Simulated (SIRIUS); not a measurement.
## A series of single points on ZrSe₂

System: ZrSe₂ (P-3m1, 3 atoms in the cell).
Method: Kohn-Sham DFT of a periodic cell, PBEsol, dojo-sr-pbesol-0.4.1-standard, no spin polarisation (SIRIUS 7.12.0).

The 7 runs differ only in the geometry, by an even scaling of the cell at fixed fractional positions. The structure derives from an entry of the Crystallography Open Database.

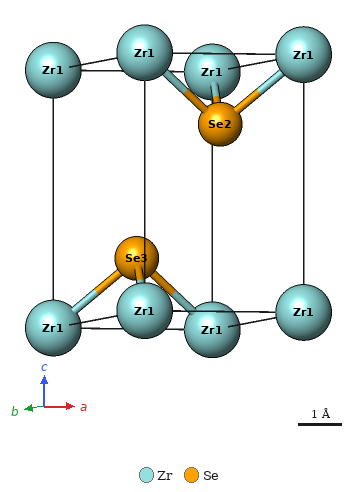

Figure 1. The structure of run 4 (ball-and-stick view of the cell of the calculation, seen at an oblique angle; atoms are numbered from 1 in the order of the input). An atom can appear more than once, as a periodic image.

**Input of run 4**
```
{
  "control": {
    "processing_unit": "cpu",
    "verbosity": 2,
    "num_bands_to_print": 32,
    "print_forces": true,
    "print_stress": true
  },
  "parameters": {
    "electronic_structure_method": "pseudopotential",
    "xc_functionals": ["XC_GGA_X_PBE_SOL", "XC_GGA_C_PBE_SOL"],
    "gk_cutoff": 9.3,
    "pw_cutoff": 18.6,
    "ngridk": [8, 8, 5],
    "shiftk": [0, 0, 0],
    "smearing": "fermi_dirac",
    "smearing_width": 0.0018374661,
    "num_bands": 32,
    "num_mag_dims": 0,
    "num_dft_iter": 100,
    "energy_tol": 1e-08,
    "density_tol": 1e-06
  },
  "iterative_solver": {
    "type": "davidson",
    "min_tolerance": 1e-10
  },
  "mixer": {
    "type": "anderson",
    "beta": 0.7,
    "max_history": 8
  },
  "settings": {
    "tol_ne": 1e-10,
    "pseudo_grid_cutoff": 6.5
  },
  "unit_cell": {
    "lattice_vectors": [
      [7.177179821329, 0.0, 0.0],
      [-3.588589910664, 6.21562005285, 0.0],
      [0.0, 0.0, 11.701184163683]
    ],
    "atom_coordinate_units": "lattice",
    "atom_types": ["Zr", "Se"],
    "atom_files": {
      "Zr": "Zr.json",
      "Se": "Se.json"
    },
    "atoms": {
      "Zr": [
        [0.0, 0.0, 0.0]
      ],
      "Se": [
        [0.6666666667, 0.3333333333, 0.75],
        [0.3333333333, 0.6666666667, 0.25]
      ]
    }
  }
}
```

Command:
```bash
upf_to_json Zr.upf
upf_to_json Se.upf
OMP_NUM_THREADS=4 sirius.scf --input=sirius.json --output=out.json --task=0
```

Run 2 differs from it as follows:
```diff
-      [7.177179821329, 0.0, 0.0],
-      [-3.588589910664, 6.21562005285, 0.0],
-      [0.0, 0.0, 11.701184163683]
+      [7.080179013958, 0.0, 0.0],
+      [-3.540089507073, 6.131614889581, 0.0],
+      [0.0, 0.0, 11.543040667372]
```

**Results, with one run withheld**

```tsv
run	volume per atom (Å³)	free energy per atom, from the lowest run given (meV)	pressure (GPa)	gap on the mesh (eV)
1	24.237	14.52	4.20	0.28
2	24.753	?	?	?
3	25.268	0.00	0.43	0.33
4	25.784	1.24	−1.18	0.35
5	26.300	7.41	−2.64	0.38
6	26.815	18.02	−3.95	0.40
7	27.331	32.64	−5.13	0.42
```

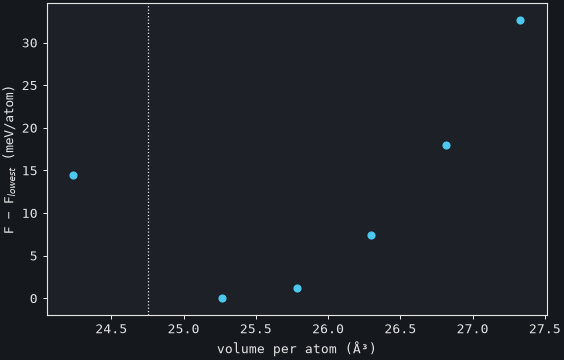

Figure 2. Free energy per atom of the runs given; the dotted line marks run 2.

Estimate the energy of run 2 from the others.

A cubic polynomial in V^(−2/3) (the Birch–Murnaghan form), fitted to the 6 runs given, misses them by at most 0.01 meV per atom. With x = V^(−2/3) − 0.11417 Å⁻², it reads F = 2.431 − 3363.4 x + 1.0812e+06 x² + 5.9453e+05 x³ (meV per atom). At run 2 it gives 4.22 meV per atom, and the run itself gives 4.23. The slope of the fit gives a pressure −dF/dV of 2.22 GPa there, and the run prints 2.22 GPa. The fit has its minimum at 25.402 Å³ per atom, where V d²F/dV² gives 81.4 GPa. Cell shape and fractional positions are held, so this is the stiffness under even scaling; the relaxed bulk modulus wasn't computed and can be far lower in a crystal of layers, chains or molecules like this one. The gap on the mesh goes, without turning, from 0.28 eV in run 1 to 0.42 eV in run 7; run 2 has 0.31 eV. These are gaps of this functional on this mesh, which can miss the band edges; they aren't the measured gap.

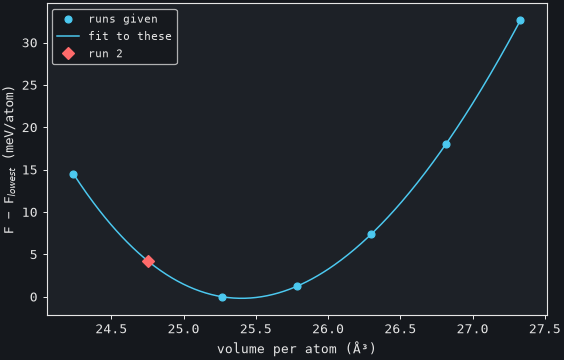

Figure 3. The fit and the withheld run.

**Some lines of the output (run 2)**
```
[...]
[find] Efermi                         :       0.35765320
[find] Total energy                   :    -292.96225690 (Ha),    -585.92451379 (Ry)
[find] Free energy (E-TS)             :    -292.96229046 (Ha),    -585.92458093 (Ry)
[find] band gap (eV)                  :       0.30626972
[find] Efermi                         :       0.35765375
[find] Total energy                   :    -292.96225690 (Ha),    -585.92451380 (Ry)
[find] Free energy (E-TS)             :    -292.96229047 (Ha),    -585.92458094 (Ry)
[find] band gap (eV)                  :       0.30626163
[find] Efermi                         :       0.35765344
[find] Total energy                   :    -292.96225691 (Ha),    -585.92451381 (Ry)
[find] band gap (eV)                  :       0.30628105
[find] Efermi                         :       0.35765335
[find] band gap (eV)                  :       0.30627954
[find] Efermi                         :       0.35765337
```
